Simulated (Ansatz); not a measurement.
# Run report: ZnO, geometry relaxation (part 3 of 3)

The same run, continued: ZnO (slab, 24 atoms in the cell); DFT PBE+D3(BJ), scalar-relativistic, plane waves, PAW, no spin polarisation (Ansatz 0.2.0); cutoff 420 eV, 4×5×1 k-mesh, Gaussian smearing of 0.05 eV. The structure derives from an entry of the Crystallography Open Database. The input holds or restrains some coordinates.

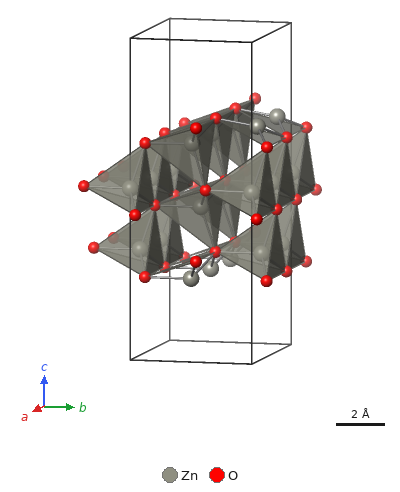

The geometry at step 3 of the log (polyhedral view of the cell of the calculation, with the vacuum cut short, seen slightly off an axis; polyhedra are completed across the faces of the cell).

Trajectory as extended XYZ (Å, eV, eV/Å), 5 frames, from step=1 to step=5:
```
24
Lattice="6.5097 0.0000 0.0000 0.0000 5.2561 0.0000 0.0000 0.0000 23.5772" Properties=species:S:1:pos:R:3:forces:R:3 step=1 energy=-46641.13319
Zn    3.2549    2.6277    8.5000    0.0000  -1.3498   1.1306
Zn    0.0000    2.6277    8.5000    0.0000  -1.3498   1.1306
O     3.2549    0.6363    8.5000    0.0000   0.7151   0.1251
O     0.0000    0.6363    8.5000    0.0000   0.7151   0.1251
Zn    4.8823    5.2558    9.4396    0.0000   0.6785  -0.7727
Zn    1.6274    5.2558    9.4396    0.0000   0.6785  -0.7727
O     4.8823    3.2644    9.4396    0.0000   0.0648  -0.9391
O     1.6274    3.2644    9.4396    0.0000   0.0648  -0.9391
Zn    4.8823    2.6277   11.3188    0.0000  -0.1251   0.2877
Zn    1.6274    2.6277   11.3188    0.0000  -0.1251   0.2877
O     4.8823    0.6363   11.3188    0.0000   0.0164   0.4475
O     1.6274    0.6363   11.3188    0.0000   0.0164   0.4475
Zn    0.0000    5.2558   12.2584    0.0000  -0.1251  -0.2877
Zn    3.2549    5.2558   12.2584    0.0000  -0.1251  -0.2877
O     0.0000    3.2644   12.2584    0.0000   0.0164  -0.4475
O     3.2549    3.2644   12.2584    0.0000   0.0164  -0.4475
Zn    0.0000    2.6277   14.1376    0.0000   0.6785   0.7727
Zn    3.2549    2.6277   14.1376    0.0000   0.6785   0.7727
O     0.0000    0.6363   14.1376    0.0000   0.0648   0.9391
O     3.2549    0.6363   14.1376    0.0000   0.0648   0.9391
Zn    1.6274    5.2558   15.0772    0.0000  -1.3498  -1.1306
Zn    4.8823    5.2558   15.0772    0.0000  -1.3498  -1.1306
O     1.6274    3.2644   15.0772    0.0000   0.7151  -0.1251
O     4.8823    3.2644   15.0772    0.0000   0.7151  -0.1251
24
Lattice="6.5097 0.0000 0.0000 0.0000 5.2561 0.0000 0.0000 0.0000 23.5772" Properties=species:S:1:pos:R:3:forces:R:3 step=2 energy=-46641.55486
Zn    3.2549    2.6277    8.5000    0.0000  -1.3508   1.1276
Zn    0.0000    2.6277    8.5000    0.0000  -1.3508   1.1276
O     3.2549    0.6363    8.5000    0.0000   0.7164   0.1270
O     0.0000    0.6363    8.5000    0.0000   0.7164   0.1270
Zn    4.8823    5.2558    9.4396    0.0000   0.6782  -0.7877
Zn    1.6274    5.2558    9.4396    0.0000   0.6782  -0.7877
O     4.8823    3.2644    9.4396    0.0000   0.0639  -0.9408
O     1.6274    3.2644    9.4396    0.0000   0.0639  -0.9408
Zn    4.8823    2.6277   11.3188    0.0000  -0.1573   0.2649
Zn    1.6274    2.6277   11.3188    0.0000  -0.1573   0.2649
O     4.8823    0.6363   11.3188    0.0000   0.0340   0.3791
O     1.6274    0.6363   11.3188    0.0000   0.0340   0.3791
Zn    0.0000    5.2536   12.2449    0.0000  -0.0356  -0.2909
Zn    3.2549    5.2536   12.2449    0.0000  -0.0356  -0.2909
O     0.0000    3.2643   12.2505    0.0000   0.0313  -0.2872
O     3.2549    3.2643   12.2505    0.0000   0.0313  -0.2872
Zn    0.0000    2.6589   14.1566    0.0000   0.2695   0.5737
Zn    3.2549    2.6589   14.1566    0.0000   0.2695   0.5737
O     0.0000    0.6590   14.1238    0.0000  -0.0922   0.6755
O     3.2549    0.6590   14.1238    0.0000  -0.0922   0.6755
Zn    1.6274    5.1715   14.9438    0.0000  -0.8353  -0.6225
Zn    4.8823    5.1715   14.9438    0.0000  -0.8353  -0.6225
O     1.6274    3.2378   15.0947    0.0000   0.6776  -0.2188
O     4.8823    3.2378   15.0947    0.0000   0.6776  -0.2188
24
Lattice="6.5097 0.0000 0.0000 0.0000 5.2561 0.0000 0.0000 0.0000 23.5772" Properties=species:S:1:pos:R:3:forces:R:3 step=3 energy=-46641.78223
Zn    3.2549    2.6277    8.5000    0.0000  -1.3428   1.1291
Zn    0.0000    2.6277    8.5000    0.0000  -1.3428   1.1291
O     3.2549    0.6363    8.5000    0.0000   0.7136   0.1369
O     0.0000    0.6363    8.5000    0.0000   0.7136   0.1369
Zn    4.8823    5.2558    9.4396    0.0000   0.6645  -0.8266
Zn    1.6274    5.2558    9.4396    0.0000   0.6645  -0.8266
O     4.8823    3.2644    9.4396    0.0000   0.0648  -0.9633
O     1.6274    3.2644    9.4396    0.0000   0.0648  -0.9633
Zn    4.8823    2.6277   11.3188    0.0000  -0.1369   0.2999
Zn    1.6274    2.6277   11.3188    0.0000  -0.1369   0.2999
O     4.8823    0.6363   11.3188    0.0000   0.0686   0.2951
O     1.6274    0.6363   11.3188    0.0000   0.0686   0.2951
Zn    0.0000    5.2546   12.2180    0.0000  -0.0067  -0.0365
Zn    3.2549    5.2546   12.2180    0.0000  -0.0067  -0.0365
O     0.0000    3.2620   12.2427    0.0000   0.0321  -0.0570
O     3.2549    3.2620   12.2427    0.0000   0.0321  -0.0570
Zn    0.0000    2.6729   14.2041    0.0000  -0.2697   0.1326
Zn    3.2549    2.6729   14.2041    0.0000  -0.2697   0.1326
O     0.0000    0.6517   14.1466    0.0000   0.2015   0.0384
O     3.2549    0.6517   14.1466    0.0000   0.2015   0.0384
Zn    1.6274    5.0742   14.7906    0.0000   0.5758  -0.1849
Zn    4.8823    5.0742   14.7906    0.0000   0.5758  -0.1849
O     1.6274    3.2704   15.0686    0.0000  -0.5650   0.0367
O     4.8823    3.2704   15.0686    0.0000  -0.5650   0.0367
24
Lattice="6.5097 0.0000 0.0000 0.0000 5.2561 0.0000 0.0000 0.0000 23.5772" Properties=species:S:1:pos:R:3:forces:R:3 step=4 energy=-46641.81672
Zn    3.2549    2.6277    8.5000    0.0000  -1.3367   1.1311
Zn    0.0000    2.6277    8.5000    0.0000  -1.3367   1.1311
O     3.2549    0.6363    8.5000    0.0000   0.7108   0.1412
O     0.0000    0.6363    8.5000    0.0000   0.7108   0.1412
Zn    4.8823    5.2558    9.4396    0.0000   0.6605  -0.8551
Zn    1.6274    5.2558    9.4396    0.0000   0.6605  -0.8551
O     4.8823    3.2644    9.4396    0.0000   0.0666  -0.9838
O     1.6274    3.2644    9.4396    0.0000   0.0666  -0.9838
Zn    4.8823    2.6277   11.3188    0.0000  -0.1517   0.3243
Zn    1.6274    2.6277   11.3188    0.0000  -0.1517   0.3243
O     4.8823    0.6363   11.3188    0.0000   0.0634   0.2626
O     1.6274    0.6363   11.3188    0.0000   0.0634   0.2626
Zn    0.0000    5.2343   12.1921    0.0000   0.0190   0.0042
Zn    3.2549    5.2343   12.1921    0.0000   0.0190   0.0042
O     0.0000    3.2557   12.2384    0.0000  -0.0332   0.0908
O     3.2549    3.2557   12.2384    0.0000  -0.0332   0.0908
Zn    0.0000    2.6217   14.2400    0.0000   0.0189  -0.1021
Zn    3.2549    2.6217   14.2400    0.0000   0.0189  -0.1021
O     0.0000    0.6378   14.1350    0.0000  -0.0046  -0.0185
O     3.2549    0.6378   14.1350    0.0000  -0.0046  -0.0185
Zn    1.6274    5.0647   14.7465    0.0000  -0.0899   0.0002
Zn    4.8823    5.0647   14.7465    0.0000  -0.0899   0.0002
O     1.6274    3.2279   15.0682    0.0000   0.0768   0.0054
O     4.8823    3.2279   15.0682    0.0000   0.0768   0.0054
24
Lattice="6.5097 0.0000 0.0000 0.0000 5.2561 0.0000 0.0000 0.0000 23.5772" Properties=species:S:1:pos:R:3:forces:R:3 step=5 energy=-46641.81956
Zn    3.2549    2.6277    8.5000    0.0000  -1.3391   1.1290
Zn    0.0000    2.6277    8.5000    0.0000  -1.3391   1.1290
O     3.2549    0.6363    8.5000    0.0000   0.7114   0.1400
O     0.0000    0.6363    8.5000    0.0000   0.7114   0.1400
Zn    4.8823    5.2558    9.4396    0.0000   0.6641  -0.8537
Zn    1.6274    5.2558    9.4396    0.0000   0.6641  -0.8537
O     4.8823    3.2644    9.4396    0.0000   0.0662  -0.9745
O     1.6274    3.2644    9.4396    0.0000   0.0662  -0.9745
Zn    4.8823    2.6277   11.3188    0.0000  -0.1597   0.3120
Zn    1.6274    2.6277   11.3188    0.0000  -0.1597   0.3120
O     4.8823    0.6363   11.3188    0.0000   0.0505   0.2487
O     1.6274    0.6363   11.3188    0.0000   0.0505   0.2487
Zn    0.0000    5.2340   12.1921    0.0000   0.0089   0.0062
Zn    3.2549    5.2340   12.1921    0.0000   0.0089   0.0062
O     0.0000    3.2512   12.2418    0.0000   0.0042   0.0008
O     3.2549    3.2512   12.2418    0.0000   0.0042   0.0008
Zn    0.0000    2.6164   14.2219    0.0000  -0.0064   0.0172
Zn    3.2549    2.6164   14.2219    0.0000  -0.0064   0.0172
O     0.0000    0.6296   14.1312    0.0000   0.0084  -0.0197
O     3.2549    0.6296   14.1312    0.0000   0.0084  -0.0197
Zn    1.6274    5.0505   14.7399    0.0000  -0.0104   0.0104
Zn    4.8823    5.0505   14.7399    0.0000  -0.0104   0.0104
O     1.6274    3.2195   15.0620    0.0000   0.0017  -0.0164
O     4.8823    3.2195   15.0620    0.0000   0.0017  -0.0164
```

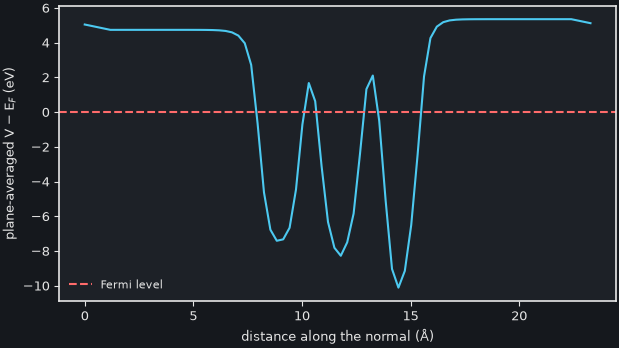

Plane average of the electrostatic potential energy of an electron across the cell, from the Fermi level. The vacuum level lies 5.35 eV above the Fermi level on the upper side and 4.74 eV on the lower.

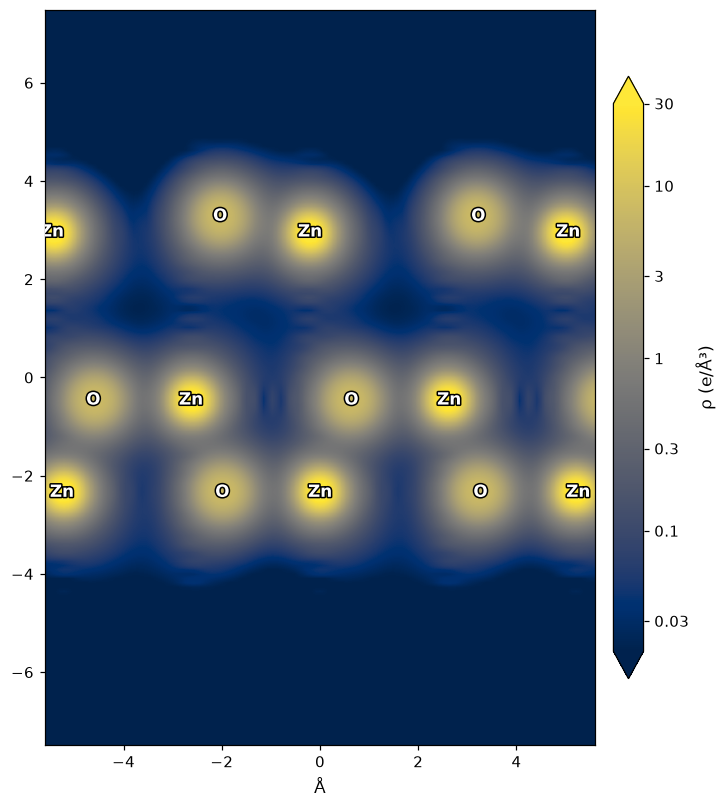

Valence charge density (pseudo) on the (100) plane of the calculation cell, a cut from vacuum to vacuum. Atoms in the plane: Zn and O. Zn–O (1.86 Å): ρ is about 0.81 e/Å³ halfway. Zn–O (1.98 Å): ρ at the midpoint is about 0.59 e/Å³. The density dies away to nearly zero in the vacuum. Core electrons are frozen (PAW), so the fields are smoothed inside the atomic spheres.

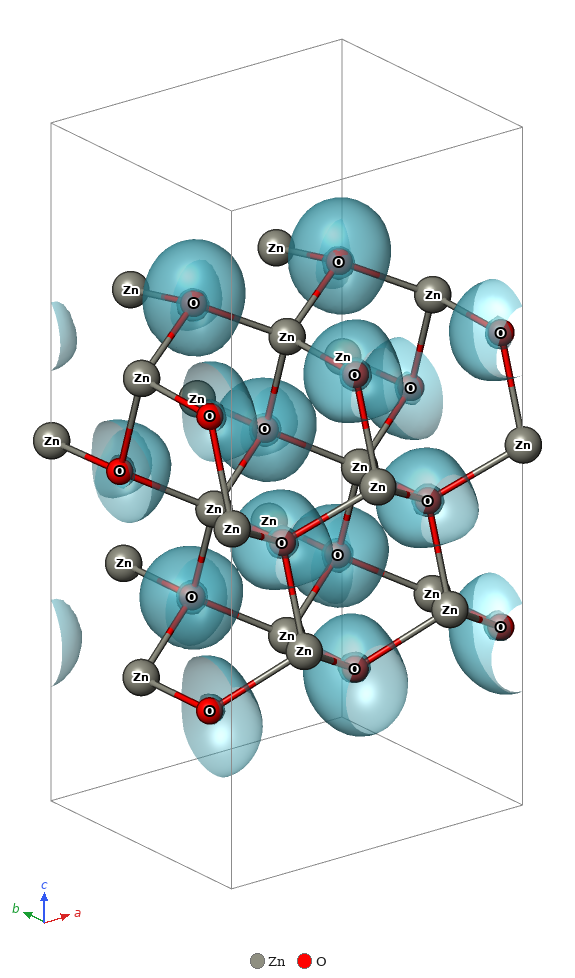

Isosurface of the electron localisation function at 0.6 (cyan), seen at an oblique angle. Only the valence region is drawn (cores and ρ < 0.01 e/Å³ removed). Sticks mark near contacts. Counts are for one cell; the picture repeats the cell along the surface. Profiles from the grid: Zn–O (1.86 Å): the ELF is about 0.35 at the midpoint. Zn–O (1.93 Å): the ELF is about 0.25 at the midpoint.

The run was set up as follows.

Input file:
```yaml
crystal:
  lattice:
    - [6.5097053315, 0.0, 0.0]
    - [0.0, 5.2561269447, 0.0]
    - [0.0, 0.0, 23.5771652196]
  atoms:
    - { symbol: Zn, position: [0.5, 0.4999331028, 0.3605183202] }
    - { symbol: Zn, position: [0.0, 0.4999331028, 0.3605183202] }
    - { symbol: O, position: [0.5, 0.1210568972, 0.3605183202] }
    - { symbol: O, position: [0.0, 0.1210568972, 0.3605183202] }
    - { symbol: Zn, position: [0.75, 0.9999331028, 0.4003702287] }
    - { symbol: Zn, position: [0.25, 0.9999331028, 0.4003702287] }
    - { symbol: O, position: [0.75, 0.6210568972, 0.4003702287] }
    - { symbol: O, position: [0.25, 0.6210568972, 0.4003702287] }
    - { symbol: Zn, position: [0.75, 0.4999331028, 0.4800740457] }
    - { symbol: Zn, position: [0.25, 0.4999331028, 0.4800740457] }
    - { symbol: O, position: [0.75, 0.1210568972, 0.4800740457] }
    - { symbol: O, position: [0.25, 0.1210568972, 0.4800740457] }
    - { symbol: Zn, position: [0.0, 0.9999331028, 0.5199259543] }
    - { symbol: Zn, position: [0.5, 0.9999331028, 0.5199259543] }
    - { symbol: O, position: [0.0, 0.6210568972, 0.5199259543] }
    - { symbol: O, position: [0.5, 0.6210568972, 0.5199259543] }
    - { symbol: Zn, position: [0.0, 0.4999331028, 0.5996297713] }
    - { symbol: Zn, position: [0.5, 0.4999331028, 0.5996297713] }
    - { symbol: O, position: [0.0, 0.1210568972, 0.5996297713] }
    - { symbol: O, position: [0.5, 0.1210568972, 0.5996297713] }
    - { symbol: Zn, position: [0.25, 0.9999331028, 0.6394816798] }
    - { symbol: Zn, position: [0.75, 0.9999331028, 0.6394816798] }
    - { symbol: O, position: [0.25, 0.6210568972, 0.6394816798] }
    - { symbol: O, position: [0.75, 0.6210568972, 0.6394816798] }
basis:
  ecutwfc: 420
kpoints:
  mp_grid: { grid: [4, 5, 1] }
hamiltonian:
  xc: pbe
  dispersion: d3bj
scf:
  occupations: { method: gaussian, width: 0.05 }
output:
  forces: true
  eigenvalues: true
  write_density: true
  write_potential: true
  elf: true
  volumetric_format: npy
relax:
  adjacent_minimum: "off"
  f_tol: 0.03
  max_steps: 70
  constraints: [{ sites: [0, 1, 2, 3, 4, 5, 6, 7, 8, 9, 10, 11] }]
efield:
  axis: 3
  dipole_correction: true
```

Command:
```bash
ansatz run input.yaml --threads 8 --pin off --max-ram 22528MiB --backend cpu --events-out ev --progress --plain --runs-dir out
```

Results in brief:

| quantity | value |
| --- | --- |
| outcome | converged under the restraints of the input |
| electrons treated | 216 |
| free energy | −46641.8196 eV |
| work function, top face | 5.35 eV |
| work function, bottom face | 4.74 eV |
| Fermi energy | −0.508 eV |
| gap on the k-point mesh | 0.71 eV |
| final volume | 806.71 Å³ |
| work function (upper face) | 5.35 eV |
| largest force (length of the vector) at the end, held atoms and coordinates included | 1.752 eV/Å |
| hardware | 8 threads of Intel Xeon (Sapphire Rapids), 64 GiB of memory available, shared host |
| wall time | 74 s (CPU time 7.4 min) |
| peak memory | 3.6 GiB |

The program warns: the exchange-correlation potential is rough where the density is thin.
